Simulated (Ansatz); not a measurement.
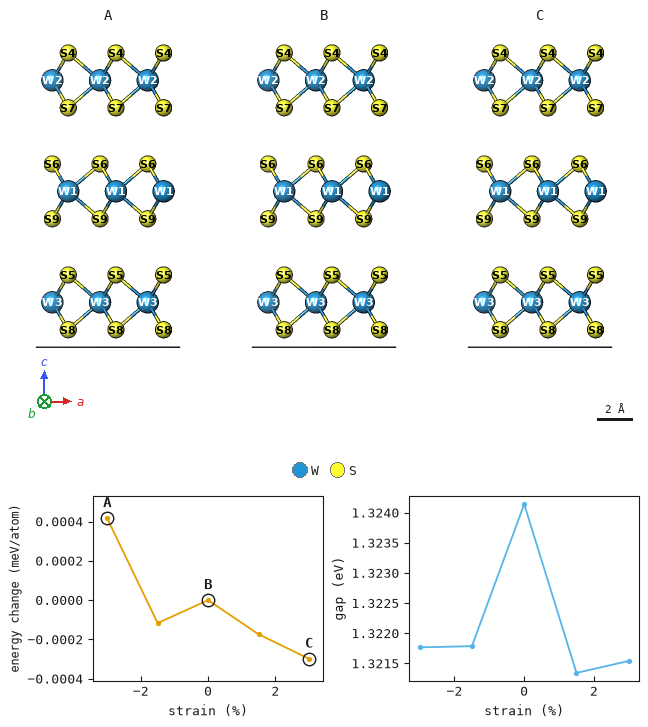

Members of a series of calculations on solid WS2 (set up in P3m1), marked on the first curve. Style: ball-and-stick. Shown: the 3 × 2 repeat of the cell, outlined in the plane, without the vacuum, along the b axis.

Level of theory: DFT PBEsol, scalar-relativistic, plane waves, PAW in Ansatz 0.2.0. (plane-wave cutoff 420 eV; k-point mesh 12 × 12 × 1; occupations gaussian; smearing width 0.02 eV; no spin polarisation)

**Which kind of strain is it, and how does the structure respond?**

Strain along c alone, the other axes held, atoms relaxed. A (strain −3.0 %): energy change 0.0 meV/atom, volume 26.19 Å³ per atom, gap 1.32 eV. B (strain 0.0 %): energy change 0.0 meV/atom, volume 27.00 Å³ per atom, gap 1.32 eV. C (strain 3.0 %): energy change 0.0 meV/atom, volume 27.81 Å³ per atom, gap 1.32 eV. The rest compares A with C. The cell doesn't change. 

Limits of the set-up: layers or molecules are held without a dispersion correction, so their spacing is unreliable.
